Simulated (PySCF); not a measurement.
**One shape, several levels: C4H10Zn (diethylzinc (DEZ))**

Aim: a comparison of 6 runs (HF/STO-3G, HF/3-21G, CAM-B3LYP/6-31G*, M06-2X/6-31G*, wB97X/6-31G*, SCS-MP2/6-31G*) of C4H10Zn (diethylzinc (DEZ)). 

The results are computed with PySCF 2.14.0.

2 further runs of the same task are left out: 2 set aside as unsound or not needed.

## Step 1: Starting point

C4H10Zn: 15 atoms, total charge 0, spin state singlet. SMILES: `CC[Zn]CC`. The C4–H12 distance was set to 2.412 Å, away from the relaxed value. At this shape a bond of the SMILES string is far longer than usual.

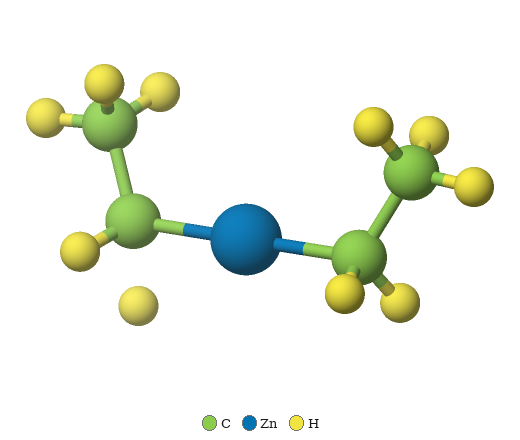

Viewed from a chosen angle; carbon green, zinc blue, hydrogen yellow.

## Step 2: A single-point energy at HF/STO-3G (run 1)

The input, mol.xyz:

```xyz
15

C     -0.826954     2.174875     2.558617
C     -0.023224     0.880805     2.430317
Zn    -0.540914    -0.285205     0.945137
C     -1.061844    -1.448115    -0.541323
C     -2.219564    -0.936925    -1.398883
H     -1.892764     1.981225     2.709127
H     -0.491944     2.784405     3.405277
H     -0.742174     2.799415     1.664827
H     -0.100454     0.299845     3.356767
H      1.042576     1.112565     2.319967
H     -1.310014    -2.432395    -0.127313
H      0.885570    -1.805020    -1.918630
H     -1.991834     0.028135    -1.860303
H     -2.464644    -1.628445    -2.212733
H     -3.132954    -0.799725    -0.813233
```

The input, job.py:

```python
from pyscf import gto

mol = gto.M(
    atom='mol.xyz',
    verbose=4,
    max_memory=1860,
    charge=0,
    basis='sto-3g',
)

mf = mol.RHF()
mf.conv_tol = 1e-10
mf.kernel()
if not mf.converged:
    mf = mf.newton().run(mf.mo_coeff, mf.mo_occ)

energy = mf.e_tot
print('E = %.10f Eh' % energy)
```

The run is started by

```bash
$ OMP_NUM_THREADS=1 python job.py
```

The program printed:

```text
PySCF version 2.14.0

[... 107 lines left out ...]
converged SCF energy = -1912.34279411575
E = -1912.3427941158 Eh
```

Wall time 3.3 s (1 thread of Intel Xeon at 2.50GHz (Skylake/Cascade Lake), shared host); peak memory 0.12 GiB.

## Step 3: A single-point energy at HF/3-21G (run 2)

The input, input.py:

```python
from pyscf import gto, scf

system = gto.M(
    atom='''
C       -0.826954       2.174875       2.558617
C       -0.023224       0.880805       2.430317
Zn      -0.540914      -0.285205       0.945137
C       -1.061844      -1.448115      -0.541323
C       -2.219564      -0.936925      -1.398883
H       -1.892764       1.981225       2.709127
H       -0.491944       2.784405       3.405277
H       -0.742174       2.799415       1.664827
H       -0.100454       0.299845       3.356767
H        1.042576       1.112565       2.319967
H       -1.310014      -2.432395      -0.127313
H        0.885570      -1.805020      -1.918630
H       -1.991834       0.028135      -1.860303
H       -2.464644      -1.628445      -2.212733
H       -3.132954      -0.799725      -0.813233
''',
    verbose=4,
    basis='3-21g',
    max_memory=1860,
)

myscf = scf.RHF(system)
myscf.conv_tol = 1e-10
myscf.kernel()
if not myscf.converged:
    myscf = myscf.newton().run(myscf.mo_coeff, myscf.mo_occ)

e_tot = myscf.e_tot
print('E = %.10f Eh' % e_tot)
```

The run is started by

```bash
$ OMP_NUM_THREADS=1 python input.py
```

The program printed:

```text
PySCF version 2.14.0

[... 75 lines left out ...]
converged SCF energy = -1925.21068414645
E = -1925.2106841464 Eh
```

It took 3.3 s on 1 thread of Intel Xeon at 2.50GHz (Skylake/Cascade Lake), shared host; peak memory 0.15 GiB.

Run 3 isn't shown in full; the table further down has it.

## Step 4: A single-point energy at M06-2X/6-31G(d) (spherical functions) (run 4)

The input, job.py:

```python
from pyscf import gto, dft

mol = gto.M(
    atom='''
C   -0.826954   2.174875   2.558617
C   -0.023224   0.880805   2.430317
Zn  -0.540914  -0.285205   0.945137
C   -1.061844  -1.448115  -0.541323
C   -2.219564  -0.936925  -1.398883
H   -1.892764   1.981225   2.709127
H   -0.491944   2.784405   3.405277
H   -0.742174   2.799415   1.664827
H   -0.100454   0.299845   3.356767
H    1.042576   1.112565   2.319967
H   -1.310014  -2.432395  -0.127313
H    0.885570  -1.805020  -1.918630
H   -1.991834   0.028135  -1.860303
H   -2.464644  -1.628445  -2.212733
H   -3.132954  -0.799725  -0.813233
''',
    max_memory=1860,
    verbose=3,
    basis='6-31g*',
    spin=0,
)

ks = dft.RKS(mol, xc='m06-2x')
ks.grids.level = 5
ks.conv_tol = 1e-10
ks.kernel()
if not ks.converged:
    ks = ks.newton().run(ks.mo_coeff, ks.mo_occ)

etot = ks.e_tot
print('E = %.10f Eh' % etot)
```

The run is started by

```bash
$ OMP_NUM_THREADS=1 python job.py
```

The program printed:

```text
converged SCF energy = -1937.20582225134
E = -1937.2058222513 Eh
```

Wall time 2.4 min (1 thread of Intel Xeon at 2.50GHz (Skylake/Cascade Lake), shared host); peak memory 0.64 GiB.

Run 5 isn't shown in full; the table further down has it.

## Step 5: The energy at SCS-MP2/6-31G(d) (spherical functions) (run 6)

The input, input.py:

```python
from pyscf import gto, mp

molecule = gto.M(
    atom='''
C   -0.826954   2.174875   2.558617
C   -0.023224   0.880805   2.430317
Zn  -0.540914  -0.285205   0.945137
C   -1.061844  -1.448115  -0.541323
C   -2.219564  -0.936925  -1.398883
H   -1.892764   1.981225   2.709127
H   -0.491944   2.784405   3.405277
H   -0.742174   2.799415   1.664827
H   -0.100454   0.299845   3.356767
H    1.042576   1.112565   2.319967
H   -1.310014  -2.432395  -0.127313
H    0.885570  -1.805020  -1.918630
H   -1.991834   0.028135  -1.860303
H   -2.464644  -1.628445  -2.212733
H   -3.132954  -0.799725  -0.813233
''',
    max_memory=1860,
    basis='6-31g*',
    verbose=3,
)

mf = molecule.RHF()
mf.conv_tol = 1e-10
mf.kernel()
if not mf.converged:
    mf = mf.newton().run(mf.mo_coeff, mf.mo_occ)

pt = mp.MP2(mf, frozen=9).run()
energy = mf.e_tot + 1.2 * pt.e_corr_os + pt.e_corr_ss / 3
print(f'total energy: {energy:.8f} hartree')
```

The run is started by

```bash
$ OMP_NUM_THREADS=1 python input.py
```

The program printed:

```text
converged SCF energy = -1934.56397589912
E(RMP2) = -1935.42067258544  E_corr = -0.856696686323055
E(SCS-RMP2) = -1935.39263016865  E_corr = -0.82865426953454
total energy: -1935.39263017 hartree
```

Wall time 14 s (1 thread of Intel Xeon at 2.50GHz (Skylake/Cascade Lake), shared host); peak memory 0.36 GiB.

## Step 6: All runs side by side

| run | level | integration grid | frozen core orbitals | energy (Eh) | dipole moment (D) of the reference | HOMO energy (eV) | LUMO energy (eV) | wall time |
| --- | --- | --- | --- | --- | --- | --- | --- | --- |
| 1 | HF/STO-3G | – | – | -1912.342794 | 2.31 | -3.06 | 4.09 | 3.3 s |
| 2 | HF/3-21G | – | – | -1925.210684 | 3.32 | -7.72 | 1.13 | 3.3 s |
| 3 | CAM-B3LYP/6-31G* (spherical functions) | 5 | – | -1937.326055 | 2.54 | -7.23 | -1.20 | 3.2 min |
| 4 | M06-2X/6-31G* (spherical functions) | 5 | – | -1937.205822 | 2.25 | -6.98 | -1.54 | 2.4 min |
| 5 | wB97X/6-31G* (spherical functions) | 5 | – | -1937.314627 | 2.60 | -8.17 | -0.29 | 2.7 min |
| 6 | SCS-MP2/6-31G* (spherical functions) | – | 9 | -1935.392630 | 3.61 | -7.76 | 1.06 | 14 s |

## Step 7: Outcome

| quantity | value |
| --- | --- |
| run 6: total energy | -1935.39263 Eh |
| run 6: dipole moment (Hartree–Fock density) | 3.61 D |
| run 6: HOMO energy (Hartree–Fock orbitals) | -7.76 eV |
| run 6: LUMO energy (Hartree–Fock orbitals) | 1.06 eV |
| run 6: HOMO–LUMO gap (Hartree–Fock orbitals) | 8.82 eV |
| run 6: correlation energy (9 core orbitals frozen) | -828.7 mEh |

What this shows: Over runs 1, 2, 3, 4, 5 the dipole moment (its size) runs from 2.25 D (M06-2X/6-31G*) to 3.32 D (HF/3-21G). The two ends differ in method and basis. Over runs 1, 2, 3, 4, 5 the HOMO–LUMO gap runs from 5.43 eV (M06-2X/6-31G*) to 8.85 eV (HF/3-21G). Totals of different functionals can't be ranked against each other. In run 1 the basis is minimal, so the values are rough. In runs 1, 2, 3, 4, 5, 6 a closed-shell determinant meets a far-stretched bond, which it describes badly. All runs together took 8.7 min, the longest 3.2 min.
